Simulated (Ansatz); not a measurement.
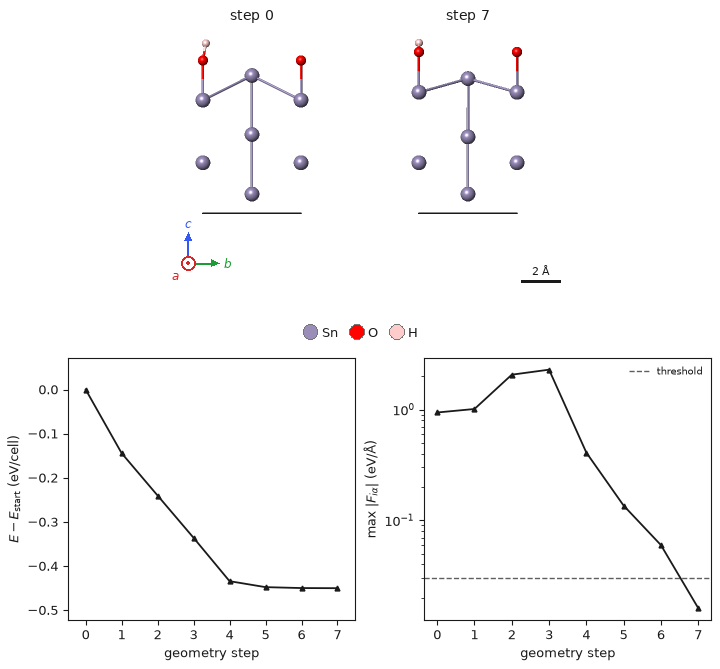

First and last geometry of a constrained relaxation of a slab of composition Sn5HO (cut from the I4/mmm phase), with the history of the run. A ball-and-stick model of the 2 × 1 repeat of the cell, outlined in the plane, without the vacuum, seen along the a axis.

Case: OH put over a Sn atom of a lower plane. The slab is the (1 0 0) face of Sn with OH on it. 2 atoms are held fixed.

Computed with DFT PBEsol, scalar-relativistic, plane waves, PAW in Ansatz 0.2.0. Set-up: plane-wave cutoff 420 eV; k-point mesh 9 × 6 × 1; occupations gaussian; smearing width 0.1 eV; no spin polarisation; dipole correction; atoms relaxed in a fixed cell; force threshold 0.03 eV/Å; at most 70 steps.

### What do the curves and the structures tell?

It converged. Over 7 geometry steps the energy falls by 0.450 eV per cell of the calculation. The largest force component goes from 0.94 to 0.016 eV/Å. The O atom moves most: 0.54 Å at 36° to the normal (+c side). By element the largest moves are O 0.54 Å, Sn 0.40 Å, H 0.23 Å. The cell doesn't change. Near-neighbour distances that change, for instance: Sn–Sn 3.265 → 3.069 Å, Sn–Sn 3.265 → 3.110 Å, Sn–Sn 3.080 → 2.956 Å, O–Sn 2.053 → 2.110 Å. Bond angles that change, for instance: Sn–O–H 155.6° → 109.9°, Sn–Sn–Sn 134.1° → 153.4°, Sn–Sn–O 67.0° → 81.8°. The run took 110 s on 2 threads of Intel(R) Xeon(R) Platinum 8559C (Emerald Rapids) (shared host), peak memory 0.89 GiB.

Limits of the set-up: the cell has an odd number of electrons but was run without spin polarisation; the periodic images lie only 3.2 Å apart, so the values are limited by the cell's size.
